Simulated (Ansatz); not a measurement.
Band edges of a MoS2 monolayer (space group of the slab cell P-6m2).

The calculation's input:

```yaml
crystal:
  lattice:
    - [3.18401552, 0.0, 0.0]
    - [-1.59200776, 2.75743833, 0.0]
    - [0.0, 0.0, 16.10328477]
  atoms:
    - { symbol: Mo, position: [0.0, 0.0, 0.5] }
    - { symbol: S, position: [0.33333333, 0.66666667, 0.59637676] }
    - { symbol: S, position: [0.33333333, 0.66666667, 0.40362324] }
basis:
  ecutwfc: 420
kpoints:
  mp_grid: { grid: [24, 24, 1] }
hamiltonian:
  xc: pbe
scf:
  occupations: { method: gaussian, width: 0.05 }
output:
  forces: true
  eigenvalues: true
  eigenstates:
    nscf_kmesh: { grid: [72, 72, 1] }
    top_band: c6
    de_dk: true
    localisation: true
checkpoint:
  write: ck
  compress: false
  write_wavefunctions: false
  write_every: 100000
```

Launched as:

```sh
ansatz run input.yaml --threads 1 --pin off --max-ram 3072MiB --backend cpu --events-out ev --progress --plain --runs-dir out
```

Method: DFT PBE, scalar-relativistic, plane waves, PAW; levels and slopes on a dense k mesh at the converged density (Ansatz). No spin polarisation. Mesh 72×72×1, interpolated with the band slopes. Unrelaxed database geometry. The cell comes from a database of computed structures, not from a measurement.

Masses come from a second pass at points close to the extrema; at the energies drawn a band may no longer be parabolic.

The gap is indirect, 1.59 eV at this level of theory, which underestimates gaps and can reorder valleys that lie close.

Valence band: one maximum at Γ, mass 2.92 mₑ in all directions; two equivalent maxima at K, 0.07 eV below the edge, mass 0.55 mₑ in all directions. Band 13 forms the valence edge.
Conduction band: two equivalent minima at K, mass 0.43 mₑ in all directions; six equivalent minima on the K–Γ line, 0.34 eV above the edge, principal masses 0.60 and 1.27 mₑ. Band 14 forms the conduction edge.

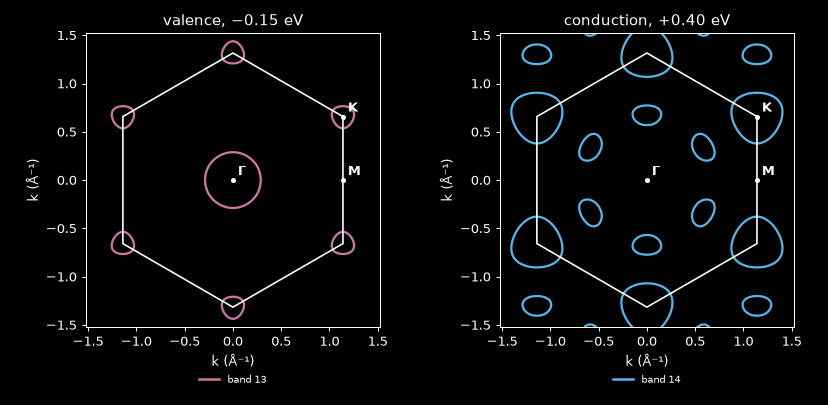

Constant-energy contours near the two band edges, measured from each edge.

Spin-orbit coupling, left out here, can change the gap, its kind, the place of the band edges and the masses, since the compound holds Mo.

Cost: 100 s on 1 thread of Arm Neoverse V2, with other jobs on the host, peak memory 0.86 GiB.
